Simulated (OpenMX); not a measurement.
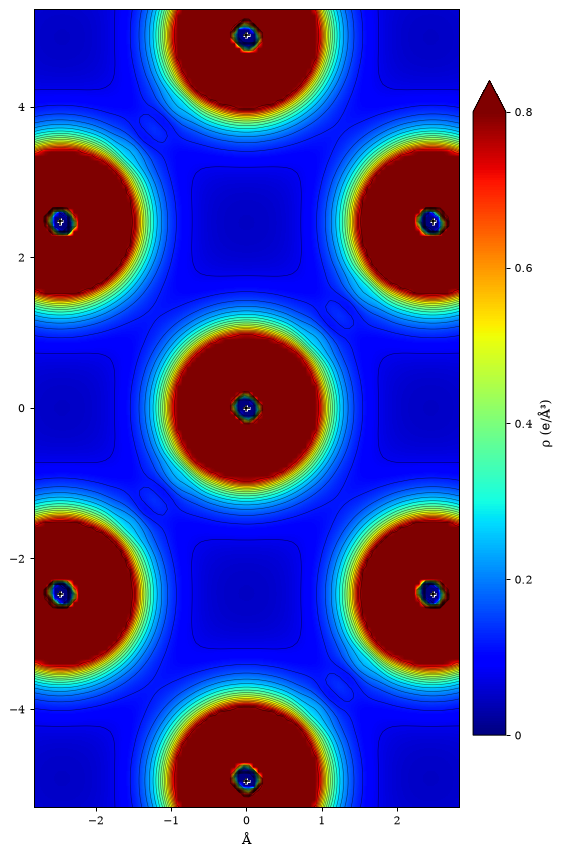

The valence pseudo-density on a plane through atoms (crosses mark nuclei in the plane).

Theory: Kohn-Sham DFT of a periodic cell, PBE with D2, spin-orbit coupling, OpenMX 2013 PBE set in OpenMX.

Candidates:
A. C, a = 2.52 Å, b = 2.52 Å, c = 4.12 Å, α = 90.00°, β = 90.00°, γ = 120.00°. Space group P6₃/mmc.
B. Pb, a = 4.95 Å, b = 4.95 Å, c = 4.95 Å, α = 90.00°, β = 90.00°, γ = 90.00°. Space group Fm-3m.

Q: Which system is this?

A: Candidate B: Pb on the (001) plane of the conventional cell, which holds Pb. Pb–Pb (3.50 Å): ρ at the midpoint is about 0.12 e/Å³.
